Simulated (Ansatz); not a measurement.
## Ti: geometry relaxation (part 1 of 2)

The run: geometry relaxation of Ti (P6₃/mmc, 2 atoms in the cell). Method and program: DFT r2SCAN, scalar-relativistic, plane waves, PAW, no spin polarisation (Ansatz 0.2.0).

The structure derives from an entry of the Crystallography Open Database. Figures and captions count atoms from 1; the log counts them from 0 in places.

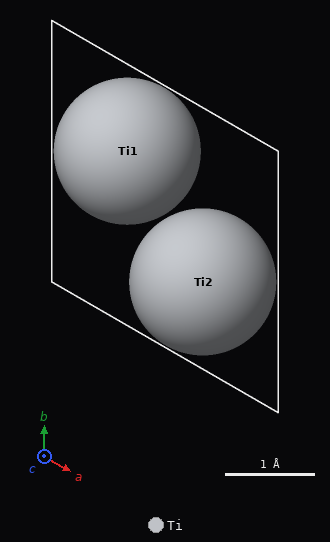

Figure 1. The structure as given in the input (spheres-only view of the cell of the calculation, along the c axis; atoms are numbered from 1 in the order of the input). An atom can appear more than once, as a periodic image.

## Summary

| quantity | value |
| --- | --- |
| outcome | converged |
| space group (tolerance 0.01 Å) | P6₃/mmc (194) |
| electrons treated | 24 |
| free energy | −5008.7440 eV |
| Fermi energy | 13.484 eV |
| gap on the k-point mesh | none (metallic) |
| pressure | 0.00 GPa |
| final volume | 34.61 Å³ |
| largest force (length of the vector) at the end | under 0.001 eV/Å |
| final cell | a = 2.936 Å, b = 2.936 Å, c = 4.636 Å, α = 90.00°, β = 90.00°, γ = 120.00° |
| hardware | 1 thread of Intel Xeon @ 2.50GHz (Skylake/Cascade Lake), 189 GiB of memory available, shared host |
| wall time | 2.8 min |
| peak memory | 0.56 GiB |

## Input file
```yaml
crystal:
  lattice:
    - [2.9499978604, 0.0, 0.0]
    - [-1.4749989302, 2.5547730882, 0.0]
    - [0.0, 0.0, 4.686]
  atoms:
    - { symbol: Ti, position: [0.3333333333, 0.6666666667, 0.25] }
    - { symbol: Ti, position: [0.6666666667, 0.3333333333, 0.75] }
basis:
  ecutwfc: 500
kpoints:
  mp_grid: { grid: [18, 18, 10] }
hamiltonian:
  xc: r2scan
scf:
  occupations: { method: gaussian, width: 0.1 }
output:
  forces: true
  stress: true
  eigenvalues: true
  write_density: true
  write_potential: true
  elf: true
  volumetric_format: npy
relax:
  adjacent_minimum: "off"
  f_tol: 0.005
  max_steps: 80
  cell: { stress_tol: 0.05 }
```

Launch command:
```bash
ansatz run input.yaml --threads 1 --pin off --max-ram 2560MiB --backend cpu --events-out ev --progress --plain --runs-dir out
```

## Log
```
Engine: ansatz 0.2.0, x86_64-unknown-linux-gnu
Pseudopotentials: kind: paw
Pseudopotential: Ti, paw, valence charge 12, recommended cutoff 500 eV (meta_gga), Ti.paw.azcp
Functional definition: r2SCAN
  parameter k0 = 0.174
  parameter k1 = 0.065
  parameter a1 = 4.9479
  exchange = r2scan_x(k0 = k0, k1 = k1, a1 = a1)
  correlation = r2scan_c
Crystal: 2 atoms, lattice volume = 35.316 Å³
Basis set: ecut = 500 eV, 929 PW (Γ), exchange–correlation on 96×96×144 points (64 copies of the dense FFT grid, shifted against one another)
Bands: 16, of which v1, the nominal top of the filled ones, is band 12 counted from 1 (11 counted from 0)
Symmetry: 24 space group operations
Space group: P63/mmc (ITA 194), of the structure as read, at distance tolerance 3.3e-5 Å
k-points: 222 of 3240
Non-local potential: Ti, projectors of the file, l = 0: 3, l = 1: 2, l = 2: 3, l = 3: 1
PAW form: soft (Blöchl's): semilocal exchange-correlation on the pseudo side does not see the compensation charge
PAW frozen core: Ti, regenerated for the run's functional (the file was generated under x = pbe(κ = 0.804, μ = 0.2195149727645171), c = pbe(β = 0.06672455060314922))
PAW one-centre angular grid: Ti, 590 points (default); XC on 160 Gauss nodes
Initial density: superposition of atomic densities (neutral atoms: chi_scale 0, normalization atom), corrected by the library's trained network
Initial wavefunctions: pseudopotential atomic-orbital guess
Functional: x = r2scan, c = r2scan; τ floored in thin density (d = 2e-4 eV/Å³)
SCF iter   1: F=—  HF=-5008.700077 eV  |F-HF|=—  |Δ(HF+E_count)|=         —  Δρ=1.69e-2  dr2=9.01e-2  dr2_τ=1.48e-2  ethr=1.77e-3  ⟨swp⟩=3.4  Hψ=14735  notcnv=0
preconditioner: auto → none  [metal: Δε(μ)=0.010 eV  Ē_g=3.108 eV  σ=0.100 eV  W_gap=0.06  n_scr=8 (ndim 8)  ℏωp=17.7 eV  f_vac=0.000  D(μ)=1.65/eV (n_scr^D=22)  sad-step TF]
SCF iter   2: F=—  HF=-5008.737736 eV  |F-HF|=—  |Δ(HF+E_count)|=   3.77e-2  Δρ=5.85e-3  dr2=1.05e-2  dr2_τ=8.49e-4  ethr=3.75e-4  ⟨swp⟩=2.9  Hψ=8475  notcnv=0  defer=9
SCF iter   3: F=—  HF=-5008.737984 eV  |F-HF|=—  |Δ(HF+E_count)|=   2.47e-4  Δρ=1.60e-3  dr2=3.82e-4  dr2_τ=1.03e-4  ethr=4.38e-5  ⟨swp⟩=2.9  Hψ=6708  notcnv=0  defer=9
SCF iter   4: F=—  HF=-5008.738577 eV  |F-HF|=—  |Δ(HF+E_count)|=   5.93e-4  Δρ=3.51e-4  dr2=1.73e-5  dr2_τ=2.22e-6  ethr=1.59e-6  ⟨swp⟩=2.1  Hψ=5720  notcnv=0  defer=9
SCF iter   5: F=—  HF=-5008.738607 eV  |F-HF|=—  |Δ(HF+E_count)|=   3.00e-5  Δρ=2.18e-5  dr2=9.82e-8  dr2_τ=9.69e-9  ethr=7.19e-8  ⟨swp⟩=2.0  Hψ=5734  notcnv=0  defer=9
SCF iter   6: F=-5008.738607 eV  HF=-5008.738607 eV  |F-HF|=5.61e-10  |Δ(HF+E_count)|=   2.17e-8  Δρ=4.37e-6  dr2=3.74e-9  dr2_τ=2.96e-10  ethr=4.09e-10  ⟨swp⟩=5.1  Hψ=19146  notcnv=0
the search or the solves at the SCF's close seem to have found levels that the self-consistency loop had missed (the run counts 1). By its estimate they hold under 1e-12 electrons; where the run keeps them, the occupations were computed again with them
SCF 1 converged in 6 iterations: F = -5008.738607 eV  dr2 = 3.74e-9
  greatest PAW one-centre occupation: 1.000 electrons in one spin orbital (limit 2), on the Ti atom at site 1 (counted from 0), in its partial waves of l = 1
relax step   1: F+E_penalty+E_count = -5008.73860739 eV  Δ(F+E_penalty+E_count) = +0.000e0 eV  max|allowed force component| = 9.252e-17 eV/Å  Δτ_max = 0.0000 Å  P = -2.289 GPa  Ω = 35.316 Å³  (6 SCF iters, dr2 threshold 1.00e-7 eV, accepted)
Crystal: 2 atoms, lattice volume = 33.686 Å³
Basis set: ecut = 500 eV, 857 PW (Γ), exchange–correlation on 96×96×144 points (64 copies of the dense FFT grid, shifted against one another)
Initial density: handed on by an earlier stage of this run
Initial wavefunctions: those handed on with the density
iter 1 solved again at ethr=2.80e-6 eV; its pass at ethr=3.10e-3 eV (dr2=6.71e-4 eV) is discarded
SCF iter   1: F=—  HF=-5008.663128 eV  |F-HF|=—  |Δ(HF+E_count)|=         —  Δρ=1.62e-3  dr2=6.99e-4  dr2_τ=3.33e-2  ethr=2.80e-6  ⟨swp⟩=1.1  Hψ=23483  notcnv=0
preconditioner: auto → none  [metal: Δε(μ)=0.005 eV  Ē_g=3.151 eV  σ=0.100 eV  W_gap=0.03  n_scr=8 (ndim 8)  ℏωp=18.1 eV  f_vac=0.000  D(μ)=1.59/eV (n_scr^D=22)]
SCF iter   2: F=—  HF=-5008.735333 eV  |F-HF|=—  |Δ(HF+E_count)|=   7.22e-2  Δρ=1.13e-3  dr2=2.22e-4  dr2_τ=2.22e-5  ethr=2.80e-6  ⟨swp⟩=2.4  Hψ=7207  notcnv=0
SCF iter   3: F=—  HF=-5008.735447 eV  |F-HF|=—  |Δ(HF+E_count)|=   1.15e-4  Δρ=5.64e-4  dr2=5.65e-5  dr2_τ=4.61e-6  ethr=9.25e-7  ⟨swp⟩=2.5  Hψ=5179  notcnv=0
SCF iter   4: F=—  HF=-5008.735526 eV  |F-HF|=—  |Δ(HF+E_count)|=   7.81e-5  Δρ=1.38e-4  dr2=4.02e-6  dr2_τ=4.49e-7  ethr=2.35e-7  ⟨swp⟩=2.0  Hψ=5777  notcnv=0
SCF iter   5: F=—  HF=-5008.735529 eV  |F-HF|=—  |Δ(HF+E_count)|=   3.78e-6  Δρ=4.19e-5  dr2=3.03e-7  dr2_τ=1.31e-8  ethr=1.68e-8  ⟨swp⟩=2.9  Hψ=5811  notcnv=0
SCF iter   6: F=-5008.735530 eV  HF=-5008.735530 eV  |F-HF|=3.72e-9  |Δ(HF+E_count)|=   2.05e-7  Δρ=7.35e-6  dr2=1.28e-8  dr2_τ=6.47e-10  ethr=8.33e-10  ⟨swp⟩=7.8  Hψ=20574  notcnv=0
SCF 2 converged in 6 iterations: F = -5008.735530 eV  dr2 = 1.28e-8
relax step   2: F+E_penalty+E_count = -5008.73552962 eV  Δ(F+E_penalty+E_count) = +3.078e-3 eV  max|allowed force component| = 9.252e-17 eV/Å  Δτ_max = 0.0000 Å  P = +3.330 GPa  Ω = 33.686 Å³  energy of the carried Pulay correction = +9.776e-4 eV  (6 SCF iters, dr2 threshold 2.00e-7 eV, rejected (line search))
Crystal: 2 atoms, lattice volume = 34.655 Å³
Basis set: ecut = 500 eV, 881 PW (Γ), exchange–correlation on 96×96×144 points (64 copies of the dense FFT grid, shifted against one another)
iter 1 solved again at ethr=1.50e-6 eV; its pass at ethr=3.10e-3 eV (dr2=3.60e-4 eV) is discarded
SCF iter   1: F=—  HF=-5008.720730 eV  |F-HF|=—  |Δ(HF+E_count)|=         —  Δρ=1.16e-3  dr2=4.14e-4  dr2_τ=1.24e-2  ethr=1.50e-6  ⟨swp⟩=2.0  Hψ=23860  notcnv=0
preconditioner: auto → none  [metal: Δε(μ)=0.003 eV  Ē_g=3.056 eV  σ=0.100 eV  W_gap=0.02  n_scr=8 (ndim 8)  ℏωp=17.8 eV  f_vac=0.000  D(μ)=1.67/eV (n_scr^D=22)]
SCF iter   2: F=—  HF=-5008.744296 eV  |F-HF|=—  |Δ(HF+E_count)|=   2.36e-2  Δρ=8.85e-4  dr2=1.60e-4  dr2_τ=1.46e-5  ethr=1.50e-6  ⟨swp⟩=2.0  Hψ=6282  notcnv=0
SCF iter   3: F=—  HF=-5008.744290 eV  |F-HF|=—  |Δ(HF+E_count)|=   5.66e-6  Δρ=4.19e-4  dr2=3.08e-5  dr2_τ=2.09e-6  ethr=6.67e-7  ⟨swp⟩=2.8  Hψ=5796  notcnv=0
SCF iter   4: F=—  HF=-5008.744331 eV  |F-HF|=—  |Δ(HF+E_count)|=   4.02e-5  Δρ=1.77e-4  dr2=5.72e-6  dr2_τ=2.79e-7  ethr=1.28e-7  ⟨swp⟩=2.0  Hψ=5780  notcnv=0
SCF iter   5: F=—  HF=-5008.744332 eV  |F-HF|=—  |Δ(HF+E_count)|=   1.71e-6  Δρ=6.61e-5  dr2=7.45e-7  dr2_τ=5.19e-8  ethr=2.38e-8  ⟨swp⟩=2.9  Hψ=5729  notcnv=0
SCF iter   6: F=—  HF=-5008.744332 eV  |F-HF|=—  |Δ(HF+E_count)|=   2.45e-7  Δρ=9.24e-6  dr2=1.44e-8  dr2_τ=1.23e-9  ethr=3.10e-9  ⟨swp⟩=3.0  Hψ=6294  notcnv=0
SCF iter   7: F=—  HF=-5008.744332 eV  |F-HF|=—  |Δ(HF+E_count)|=   8.82e-9  Δρ=8.26e-7  dr2=1.45e-10  dr2_τ=8.99e-12  ethr=6.00e-11  ⟨swp⟩=2.9  Hψ=6216  notcnv=0
SCF iter   8: F=-5008.744332 eV  HF=-5008.744332 eV  |F-HF|=4.55e-12  |Δ(HF+E_count)|=  2.36e-11  Δρ=3.19e-7  dr2=1.79e-11  dr2_τ=1.12e-12  ethr=1.00e-12  ⟨swp⟩=5.1  Hψ=13519  notcnv=0
SCF 3 converged in 8 iterations: F = -5008.744332 eV  dr2 = 1.79e-11
relax step   3: F+E_penalty+E_count = -5008.74433203 eV  Δ(F+E_penalty+E_count) = -5.725e-3 eV  max|allowed force component| = 2.961e-16 eV/Å  Δτ_max = 0.0000 Å  P = -0.155 GPa  Ω = 34.655 Å³  energy of the carried Pulay correction = +3.874e-4 eV  (8 SCF iters, accepted)
Crystal: 2 atoms, lattice volume = 34.604 Å³
iter 1 solved again at ethr=4.97e-9 eV; its pass at ethr=3.10e-3 eV (dr2=1.19e-6 eV) is discarded
SCF iter   1: F=—  HF=-5008.744314 eV  |F-HF|=—  |Δ(HF+E_count)|=         —  Δρ=9.77e-5  dr2=2.41e-6  dr2_τ=5.79e-5  ethr=4.97e-9  ⟨swp⟩=3.3  Hψ=24785  notcnv=0
preconditioner: auto → none  [metal: Δε(μ)=0.008 eV  Ē_g=3.072 eV  σ=0.100 eV  W_gap=0.04  n_scr=8 (ndim 8)  ℏωp=17.9 eV  f_vac=0.000  D(μ)=1.66/eV (n_scr^D=22)]
SCF iter   2: F=—  HF=-5008.744420 eV  |F-HF|=—  |Δ(HF+E_count)|=   1.06e-4  Δρ=6.21e-5  dr2=8.55e-7  dr2_τ=1.18e-7  ethr=4.97e-9  ⟨swp⟩=2.1  Hψ=6309  notcnv=0
SCF iter   3: F=—  HF=-5008.744420 eV  |F-HF|=—  |Δ(HF+E_count)|=   2.16e-8  Δρ=3.65e-5  dr2=2.77e-7  dr2_τ=1.53e-8  ethr=3.56e-9  ⟨swp⟩=1.5  Hψ=3975  notcnv=0
SCF iter   4: F=-5008.744420 eV  HF=-5008.744420 eV  |F-HF|=3.68e-8  |Δ(HF+E_count)|=   1.79e-7  Δρ=1.41e-5  dr2=6.72e-8  dr2_τ=4.41e-9  ethr=8.33e-10  ⟨swp⟩=7.8  Hψ=21377  notcnv=0
SCF 4 converged in 4 iterations: F = -5008.744420 eV  dr2 = 6.72e-8
relax step   4: F+E_penalty+E_count = -5008.74442012 eV  Δ(F+E_penalty+E_count) = -8.809e-5 eV  max|allowed force component| = 1.573e-16 eV/Å  Δτ_max = 0.0000 Å  P = +0.016 GPa  Ω = 34.604 Å³  energy of the carried Pulay correction = +4.181e-4 eV  (4 SCF iters, dr2 threshold 2.00e-7 eV, accepted)
Initial wavefunctions: pseudopotential atomic-orbital guess (no wavefunctions were taken with the density)
iter 1 solved again at ethr=9.20e-10 eV; its pass at ethr=3.10e-3 eV (dr2=2.21e-7 eV) is discarded
SCF iter   1: F=—  HF=-5008.744023 eV  |F-HF|=—  |Δ(HF+E_count)|=         —  Δρ=5.39e-5  dr2=1.52e-7  dr2_τ=1.24e-6  ethr=9.20e-10  ⟨swp⟩=3.0  Hψ=24748  notcnv=0
preconditioner: auto → none  [metal: Δε(μ)=0.009 eV  Ē_g=3.072 eV  σ=0.100 eV  W_gap=0.05  n_scr=8 (ndim 8)  ℏωp=17.9 eV  f_vac=0.000  D(μ)=1.66/eV (n_scr^D=22)]
SCF iter   2: F=—  HF=-5008.744023 eV  |F-HF|=—  |Δ(HF+E_count)|=   3.17e-7  Δρ=2.74e-5  dr2=5.27e-8  dr2_τ=5.13e-8  ethr=6.34e-10  ⟨swp⟩=2.0  Hψ=5691  notcnv=0
SCF iter   3: F=—  HF=-5008.744023 eV  |F-HF|=—  |Δ(HF+E_count)|=   4.53e-8  Δρ=1.18e-5  dr2=6.10e-9  dr2_τ=8.76e-9  ethr=2.19e-10  ⟨swp⟩=2.0  Hψ=4354  notcnv=0
SCF iter   4: F=—  HF=-5008.744023 eV  |F-HF|=—  |Δ(HF+E_count)|=   1.35e-8  Δρ=1.11e-6  dr2=2.98e-10  dr2_τ=3.97e-11  ethr=2.54e-11  ⟨swp⟩=2.0  Hψ=5769  notcnv=0
SCF iter   5: F=-5008.744023 eV  HF=-5008.744023 eV  |F-HF|=9.09e-13  |Δ(HF+E_count)|=  1.47e-10  Δρ=1.21e-7  dr2=1.31e-12  dr2_τ=1.88e-12  ethr=1.00e-12  ⟨swp⟩=3.0  Hψ=15161  notcnv=0
SCF 5 converged in 5 iterations: F = -5008.744023 eV  dr2 = 1.31e-12
relax step   5: F+E_penalty+E_count = -5008.74402325 eV  Δ(F+E_penalty+E_count) = +3.969e-4 eV  max|allowed force component| = 1.758e-16 eV/Å  Δτ_max = 0.0000 Å  P = +0.007 GPa  Ω = 34.604 Å³  stress off target by 5.01e-2 GPa  SCF on the basis re-selected at this cell (its energy is not comparable with the rows above)  (5 SCF iters)
basis re-selected at this cell: Δ(F+E_penalty+E_count) = +3.969e-4 eV, ΔP = -0.009 GPa vs the last step (what re-selecting the basis moved, of the pressure what is left beyond the Pulay correction that the steps carried, after the strain that the cell walked since its last selection, with what the two solves' SCF thresholds leave and, on support functions, any second-order correction that the steps lacked; it is no measure of the basis error at this ecutwfc). This SCF's stress stands 5.01e-2 GPa from its target on what of the cell is left free (relax.cell.stress_tol is 5.00e-2 GPa) and its largest allowed force component is 1.76e-16 eV/Å (relax.f_tol is 5.00e-3 eV/Å): not within both, so this SCF does not close the relaxation
Crystal: 2 atoms, lattice volume = 34.605 Å³
iter 1 solved again at ethr=1.00e-9 eV; its pass at ethr=3.10e-3 eV (dr2=2.41e-7 eV) is discarded
```
